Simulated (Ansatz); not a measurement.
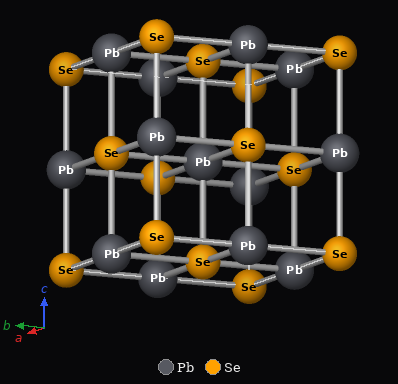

We look at a ball-and-stick model of the crystal from a general direction. Thin lines show the conventional unit cell, with boundary atoms drawn in all their periodic places. Cell: a = 6.216 Å, b = 6.216 Å, c = 6.216 Å, α = 90.00°, β = 90.00°, γ = 90.00°.

Describe the crystal.

The structure is one of PbSe. The symmetry is that of Fm-3m (No. 225), on a face-centred cubic lattice. It belongs to the family called rock salt (NaCl type). The cell comprises 4 formula units: 4 Pb, 4 Se. Each Pb atom is coordinated by six Se in an octahedral arrangement at about 3.1 Å. Se is linked to six Pb in an octahedral arrangement at about 3.1 Å. The bonds build a three-dimensional framework.

It goes back to a structure type known for this compound. Earlier steps of the study, as a rule a relaxation of our own, may have changed the cell and positions, so they can lie some per cent off the listed ones. Ansatz was used for an electronic-structure calculation on it.
